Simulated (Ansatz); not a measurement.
**Run report: Ni₃Si, geometry relaxation (part 1 of 2)**

The run: geometry relaxation of Ni₃Si (Pm-3m, 4 atoms in the cell). Method and program: DFT PBEsol, scalar-relativistic, plane waves, PAW, no spin polarisation (Ansatz 0.2.0).

The structure derives from an entry of the Crystallography Open Database. Figures and captions count atoms from 1; the log counts them from 0 in places.

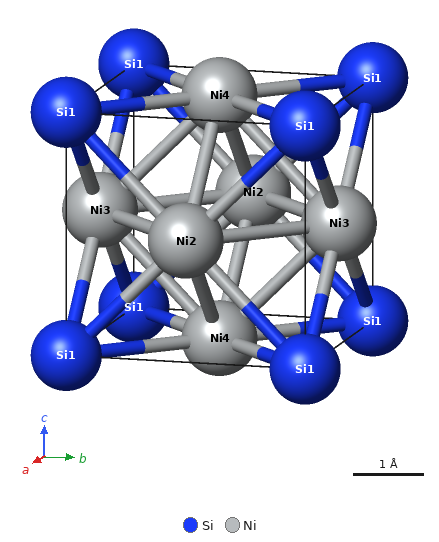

Fig. 1: The input geometry (ball-and-stick view of the cell of the calculation, seen slightly off an axis; atoms are numbered from 1 in the order of the input). An atom can appear more than once, as a periodic image.

### The input
```yaml
crystal:
  lattice:
    - [3.5511, 0.0, 0.0]
    - [0.0, 3.5511, 0.0]
    - [0.0, 0.0, 3.5511]
  atoms:
    - { symbol: Si, position: [0.0, 0.0, 0.0] }
    - { symbol: Ni, position: [0.0, 0.5, 0.5] }
    - { symbol: Ni, position: [0.5, 0.0, 0.5] }
    - { symbol: Ni, position: [0.5, 0.5, 0.0] }
basis:
  ecutwfc: 420
kpoints:
  mp_grid: { grid: [6, 6, 6] }
hamiltonian:
  xc: pbesol
scf:
  occupations: { method: gaussian, width: 0.1 }
output:
  forces: true
  stress: true
  eigenvalues: true
relax:
  adjacent_minimum: "off"
  f_tol: 0.05
  max_steps: 80
  cell: { stress_tol: 0.5 }
```

Run on 1 thread of Intel Xeon @ 2.50GHz (Skylake/Cascade Lake), 32 GiB of memory available, shared host.

Run as:
```bash
ansatz run input.yaml --threads 1 --pin off --max-ram 2560MiB --backend cpu --events-out ev --progress --plain --runs-dir out
```

### Output
```
Engine: ansatz 0.2.0, x86_64-unknown-linux-gnu
Pseudopotentials: kind: paw
Pseudopotential: Si, paw, valence charge 4, recommended cutoff 420 eV (normal), Si.paw.azcp
Pseudopotential: Ni, paw, valence charge 18, recommended cutoff 420 eV (normal), Ni.paw.azcp
Functional definition: PBEsol
  exchange = pbesol_x
  correlation = pbesol_c
Crystal: 4 atoms, lattice volume = 44.780 Å³
Basis set: ecut = 420 eV, 895 PW (Γ), exchange–correlation on 48×48×48 points (8 copies of the dense FFT grid, shifted against one another)
Bands: 35, of which v1, the nominal top of the filled ones, is band 29 counted from 1 (28 counted from 0)
Symmetry: 48 space group operations
Space group: Pm-3m (ITA 221), of the structure as read, at distance tolerance 3.6e-5 Å
k-points: 20 of 216
Non-local potential: Si, projectors of the file, l = 0: 2, l = 1: 2, l = 2: 2
Non-local potential: Ni, projectors of the file, l = 0: 3, l = 1: 2, l = 2: 3, l = 3: 1
PAW form: soft (Blöchl's): semilocal exchange-correlation on the pseudo side does not see the compensation charge
PAW frozen core: Si, regenerated for the run's functional, and the local potential with it (the file was generated under x = pbe(κ = 0.804, μ = 0.2195149727645171), c = pbe(β = 0.06672455060314922))
PAW frozen core: Ni, regenerated for the run's functional, and the local potential with it (the file was generated under x = pbe(κ = 0.804, μ = 0.2195149727645171), c = pbe(β = 0.06672455060314922))
PAW one-centre angular grid: Si, 110 points (default); XC on 64 Gauss nodes
PAW one-centre angular grid: Ni, 590 points (default); XC on 64 Gauss nodes
Initial density: superposition of atomic densities (neutral atoms: chi_scale 0, normalization atom), corrected by the library's trained network
Initial wavefunctions: pseudopotential atomic-orbital guess
Functional: x = pbesol(κ = 0.804, μ = 0.12345679012345678), c = pbesol(β = 0.046)
SCF iter   1: F=—  HF=-18038.380979 eV  |F-HF|=—  |Δ(HF+E_count)|=         —  Δρ=1.97e-2  dr2=8.87e-2  ethr=1.77e-3  ⟨swp⟩=5.3  Hψ=2522  notcnv=0
preconditioner: auto → Kerker (q_TF=auto, 2.848 Å⁻¹)  [metal: Δε(μ)=0.043 eV  Ē_g=7.051 eV  σ=0.100 eV  W_gap=0.24  n_scr=18 (ndim 8)  ℏωp=32.4 eV  f_vac=0.001  D(μ)=1.80/eV (n_scr^D=18)]
SCF iter   2: F=—  HF=-18038.364512 eV  |F-HF|=—  |Δ(HF+E_count)|=   1.65e-2  Δρ=4.46e-3  dr2=5.81e-3  ethr=1.53e-4  ⟨swp⟩=2.2  Hψ=1255  notcnv=0  defer=21
SCF iter   3: F=—  HF=-18038.363154 eV  |F-HF|=—  |Δ(HF+E_count)|=   1.36e-3  Δρ=1.55e-3  dr2=1.21e-3  ethr=1.00e-5  ⟨swp⟩=1.8  Hψ=804  notcnv=0  defer=21
SCF iter   4: F=—  HF=-18038.362708 eV  |F-HF|=—  |Δ(HF+E_count)|=   4.46e-4  Δρ=5.42e-4  dr2=1.78e-4  ethr=2.08e-6  ⟨swp⟩=2.0  Hψ=937  notcnv=0  defer=21
SCF iter   5: F=—  HF=-18038.362669 eV  |F-HF|=—  |Δ(HF+E_count)|=   3.86e-5  Δρ=7.98e-5  dr2=4.52e-6  ethr=3.06e-7  ⟨swp⟩=2.0  Hψ=905  notcnv=0  defer=21
SCF iter   6: F=—  HF=-18038.362646 eV  |F-HF|=—  |Δ(HF+E_count)|=   2.40e-5  Δρ=2.72e-5  dr2=1.79e-7  ethr=7.79e-9  ⟨swp⟩=2.0  Hψ=1063  notcnv=0  defer=21
SCF iter   7: F=-18038.362645 eV  HF=-18038.362646 eV  |F-HF|=1.03e-8  |Δ(HF+E_count)|=  5.06e-10  Δρ=7.85e-6  dr2=2.19e-8  ethr=1.72e-10  ⟨swp⟩=7.0  Hψ=2962  notcnv=0
SCF 1 converged in 7 iterations: F = -18038.362645 eV  dr2 = 2.19e-8
  greatest PAW one-centre occupation: 1.001 electrons in one spin orbital (limit 2), on the Ni atom at site 2 (counted from 0), in its partial waves of l = 1
relax step   1: F+E_penalty+E_count = -18038.36264549 eV  Δ(F+E_penalty+E_count) = +0.000e0 eV  max|allowed force component| = 8.720e-29 eV/Å  Δτ_max = 0.0000 Å  P = -15.411 GPa  Ω = 44.780 Å³  (7 SCF iters, dr2 threshold 1.00e-7 eV, accepted)
Crystal: 4 atoms, lattice volume = 42.851 Å³
Basis set: ecut = 420 eV, 847 PW (Γ), exchange–correlation on 48×48×48 points (8 copies of the dense FFT grid, shifted against one another)
Initial density: handed on by an earlier stage of this run
Initial wavefunctions: those handed on with the density
iter 1 solved again at ethr=2.63e-5 eV; its pass at ethr=3.10e-3 eV (dr2=1.52e-2 eV) is discarded
SCF iter   1: F=—  HF=-18038.505112 eV  |F-HF|=—  |Δ(HF+E_count)|=         —  Δρ=7.90e-3  dr2=1.57e-2  ethr=2.63e-5  ⟨swp⟩=1.1  Hψ=3167  notcnv=0
preconditioner: auto → Kerker (q_TF=auto, 2.869 Å⁻¹)  [metal: Δε(μ)=0.049 eV  Ē_g=7.364 eV  σ=0.100 eV  W_gap=0.27  n_scr=18 (ndim 8)  ℏωp=33.1 eV  f_vac=0.001  D(μ)=1.72/eV (n_scr^D=18)]
SCF iter   2: F=—  HF=-18038.502774 eV  |F-HF|=—  |Δ(HF+E_count)|=   2.34e-3  Δρ=2.27e-3  dr2=1.52e-3  ethr=2.63e-5  ⟨swp⟩=2.2  Hψ=901  notcnv=0
SCF iter   3: F=—  HF=-18038.502322 eV  |F-HF|=—  |Δ(HF+E_count)|=   4.52e-4  Δρ=6.61e-4  dr2=1.55e-4  ethr=2.62e-6  ⟨swp⟩=1.4  Hψ=800  notcnv=0
SCF iter   4: F=—  HF=-18038.502279 eV  |F-HF|=—  |Δ(HF+E_count)|=   4.33e-5  Δρ=2.77e-4  dr2=3.04e-5  ethr=2.67e-7  ⟨swp⟩=2.0  Hψ=1043  notcnv=0
SCF iter   5: F=—  HF=-18038.502277 eV  |F-HF|=—  |Δ(HF+E_count)|=   1.97e-6  Δρ=5.67e-5  dr2=2.43e-6  ethr=5.24e-8  ⟨swp⟩=2.0  Hψ=872  notcnv=0
SCF iter   6: F=-18038.502276 eV  HF=-18038.502276 eV  |F-HF|=1.14e-7  |Δ(HF+E_count)|=   9.07e-7  Δρ=1.40e-5  dr2=9.68e-8  ethr=6.90e-10  ⟨swp⟩=5.8  Hψ=3041  notcnv=0
SCF 2 converged in 6 iterations: F = -18038.502276 eV  dr2 = 9.68e-8
  greatest PAW one-centre occupation: 1.001 electrons in one spin orbital (limit 2), on the Ni atom at site 3 (counted from 0), in its partial waves of l = 1
relax step   2: F+E_penalty+E_count = -18038.50227592 eV  Δ(F+E_penalty+E_count) = -1.396e-1 eV  max|allowed force component| = 1.660e-29 eV/Å  Δτ_max = 0.0000 Å  P = -7.322 GPa  Ω = 42.851 Å³  energy of the carried Pulay correction = +5.455e-4 eV  (6 SCF iters, dr2 threshold 4.00e-7 eV, accepted)
Crystal: 4 atoms, lattice volume = 41.242 Å³
Basis set: ecut = 420 eV, 799 PW (Γ), exchange–correlation on 48×48×48 points (8 copies of the dense FFT grid, shifted against one another)
iter 1 solved again at ethr=2.04e-5 eV; its pass at ethr=3.10e-3 eV (dr2=1.18e-2 eV) is discarded
SCF iter   1: F=—  HF=-18038.536870 eV  |F-HF|=—  |Δ(HF+E_count)|=         —  Δρ=7.03e-3  dr2=1.22e-2  ethr=2.04e-5  ⟨swp⟩=1.3  Hψ=3209  notcnv=0
preconditioner: auto → Kerker (q_TF=auto, 2.888 Å⁻¹)  [metal: Δε(μ)=0.054 eV  Ē_g=7.643 eV  σ=0.100 eV  W_gap=0.30  n_scr=18 (ndim 8)  ℏωp=33.7 eV  f_vac=0.001  D(μ)=1.66/eV (n_scr^D=18)]
SCF iter   2: F=—  HF=-18038.535032 eV  |F-HF|=—  |Δ(HF+E_count)|=   1.84e-3  Δρ=2.04e-3  dr2=1.18e-3  ethr=2.04e-5  ⟨swp⟩=2.3  Hψ=909  notcnv=0
SCF iter   3: F=—  HF=-18038.534686 eV  |F-HF|=—  |Δ(HF+E_count)|=   3.46e-4  Δρ=5.79e-4  dr2=1.08e-4  ethr=2.04e-6  ⟨swp⟩=1.8  Hψ=1008  notcnv=0
SCF iter   4: F=—  HF=-18038.534670 eV  |F-HF|=—  |Δ(HF+E_count)|=   1.59e-5  Δρ=2.38e-4  dr2=1.89e-5  ethr=1.87e-7  ⟨swp⟩=2.0  Hψ=1039  notcnv=0
SCF iter   5: F=—  HF=-18038.534671 eV  |F-HF|=—  |Δ(HF+E_count)|=   3.38e-7  Δρ=5.19e-5  dr2=1.62e-6  ethr=3.25e-8  ⟨swp⟩=2.0  Hψ=851  notcnv=0
SCF iter   6: F=-18038.534670 eV  HF=-18038.534670 eV  |F-HF|=8.25e-8  |Δ(HF+E_count)|=   5.92e-7  Δρ=1.14e-5  dr2=7.69e-8  ethr=6.90e-10  ⟨swp⟩=5.3  Hψ=3017  notcnv=0
SCF 3 converged in 6 iterations: F = -18038.534670 eV  dr2 = 7.69e-8
relax step   3: F+E_penalty+E_count = -18038.53466988 eV  Δ(F+E_penalty+E_count) = -3.239e-2 eV  max|allowed force component| = 2.178e-29 eV/Å  Δτ_max = 0.0000 Å  P = +1.282 GPa  Ω = 41.242 Å³  energy of the carried Pulay correction = +1.019e-3 eV  (6 SCF iters, dr2 threshold 4.00e-7 eV, accepted)
Crystal: 4 atoms, lattice volume = 41.474 Å³
iter 1 solved again at ethr=5.91e-7 eV; its pass at ethr=3.10e-3 eV (dr2=3.43e-4 eV) is discarded
SCF iter   1: F=—  HF=-18038.535523 eV  |F-HF|=—  |Δ(HF+E_count)|=         —  Δρ=1.06e-3  dr2=2.85e-4  ethr=5.91e-7  ⟨swp⟩=2.0  Hψ=3103  notcnv=0
preconditioner: auto → Kerker (q_TF=auto, 2.885 Å⁻¹)  [metal: Δε(μ)=0.051 eV  Ē_g=7.613 eV  σ=0.100 eV  W_gap=0.28  n_scr=18 (ndim 8)  ℏωp=33.6 eV  f_vac=0.001  D(μ)=1.67/eV (n_scr^D=18)]
SCF iter   2: F=—  HF=-18038.535471 eV  |F-HF|=—  |Δ(HF+E_count)|=   5.22e-5  Δρ=3.16e-4  dr2=2.89e-5  ethr=4.92e-7  ⟨swp⟩=1.9  Hψ=810  notcnv=0
SCF iter   3: F=—  HF=-18038.535464 eV  |F-HF|=—  |Δ(HF+E_count)|=   7.15e-6  Δρ=7.71e-5  dr2=1.87e-6  ethr=4.98e-8  ⟨swp⟩=1.6  Hψ=751  notcnv=0
iter 4 did not close the SCF: its close was put off for the readings that it lacked (scf_convergence_deferred on its scf_iter line)
SCF iter   4: F=-18038.535464 eV  HF=-18038.535464 eV  |F-HF|=8.71e-8  |Δ(HF+E_count)|=   1.05e-7  Δρ=3.48e-5  dr2=3.29e-7  ethr=3.22e-9  ⟨swp⟩=2.0  Hψ=1041  notcnv=0
iter 5 did not close the SCF: its close was put off for the readings that it lacked (scf_convergence_deferred on its scf_iter line)
SCF iter   5: F=-18038.535464 eV  HF=-18038.535464 eV  |F-HF|=2.18e-8  |Δ(HF+E_count)|=   3.43e-8  Δρ=7.49e-6  dr2=2.72e-8  ethr=5.68e-10  ⟨swp⟩=2.0  Hψ=768  notcnv=0
SCF iter   6: F=-18038.535464 eV  HF=-18038.535464 eV  |F-HF|=2.04e-9  |Δ(HF+E_count)|=   1.01e-8  Δρ=1.89e-6  dr2=2.10e-9  ethr=4.68e-11  ⟨swp⟩=2.0  Hψ=2256  notcnv=0
SCF 4 converged in 6 iterations: F = -18038.535464 eV  dr2 = 2.10e-9
  greatest PAW one-centre occupation: 1.001 electrons in one spin orbital (limit 2), on the Ni atom at site 1 (counted from 0), in its partial waves of l = 1
relax step   4: F+E_penalty+E_count = -18038.53546427 eV  Δ(F+E_penalty+E_count) = -7.944e-4 eV  max|allowed force component| = 2.314e-29 eV/Å  Δτ_max = 0.0000 Å  P = -0.081 GPa  Ω = 41.474 Å³  energy of the carried Pulay correction = +9.495e-4 eV  (6 SCF iters, dr2 threshold 4.00e-7 eV, accepted)
Initial wavefunctions: pseudopotential atomic-orbital guess (no wavefunctions were taken with the density)
iter 1 solved again at ethr=2.38e-7 eV; its pass at ethr=3.10e-3 eV (dr2=1.38e-4 eV) is discarded
SCF iter   1: F=—  HF=-18038.534313 eV  |F-HF|=—  |Δ(HF+E_count)|=         —  Δρ=1.10e-4  dr2=5.79e-7  ethr=2.38e-7  ⟨swp⟩=3.0  Hψ=4419  notcnv=0
preconditioner: auto → Kerker (q_TF=auto, 2.885 Å⁻¹)  [metal: Δε(μ)=0.052 eV  Ē_g=7.612 eV  σ=0.100 eV  W_gap=0.28  n_scr=18 (ndim 8)  ℏωp=33.6 eV  f_vac=0.001  D(μ)=1.67/eV (n_scr^D=18)]
SCF iter   2: F=—  HF=-18038.534304 eV  |F-HF|=—  |Δ(HF+E_count)|=   9.43e-6  Δρ=8.75e-5  dr2=1.69e-6  ethr=9.97e-10  ⟨swp⟩=2.0  Hψ=1287  notcnv=0
SCF iter   3: F=—  HF=-18038.534303 eV  |F-HF|=—  |Δ(HF+E_count)|=   3.17e-7  Δρ=2.65e-5  dr2=1.45e-7  ethr=9.97e-10  ⟨swp⟩=2.2  Hψ=938  notcnv=0
SCF iter   4: F=—  HF=-18038.534303 eV  |F-HF|=—  |Δ(HF+E_count)|=   1.32e-8  Δρ=4.15e-6  dr2=1.32e-9  ethr=2.50e-10  ⟨swp⟩=2.0  Hψ=1005  notcnv=0
iter 5 did not close the SCF: its close was put off for the readings that it lacked (scf_convergence_deferred on its scf_iter line)
SCF iter   5: F=-18038.534303 eV  HF=-18038.534303 eV  |F-HF|=3.64e-11  |Δ(HF+E_count)|=   5.74e-9  Δρ=9.44e-7  dr2=1.13e-10  ethr=2.27e-12  ⟨swp⟩=2.0  Hψ=1284  notcnv=0
SCF iter   6: F=-18038.534303 eV  HF=-18038.534303 eV  |F-HF|=0.00e0  |Δ(HF+E_count)|=  7.28e-11  Δρ=1.55e-7  dr2=7.58e-12  ethr=1.00e-12  ⟨swp⟩=2.1  Hψ=2076  notcnv=0
SCF 5 converged in 6 iterations: F = -18038.534303 eV  dr2 = 7.58e-12
relax step   5: F+E_penalty+E_count = -18038.53430324 eV  Δ(F+E_penalty+E_count) = +1.161e-3 eV  max|allowed force component| = 4.234e-29 eV/Å  Δτ_max = 0.0000 Å  P = -0.055 GPa  Ω = 41.474 Å³  stress off target by 5.53e-2 GPa  SCF on the basis re-selected at this cell (its energy is not comparable with the rows above)  (6 SCF iters)
```

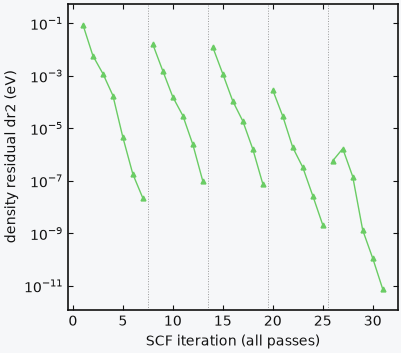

Fig. 2: Convergence of the self-consistent field: density residual dr2 against the SCF iteration. The dotted lines part the SCF passes of the relaxation: geometry steps, rejected trials and re-solves on a re-selected basis. The 5 passes take 6 to 7 iterations each, 31 in all.
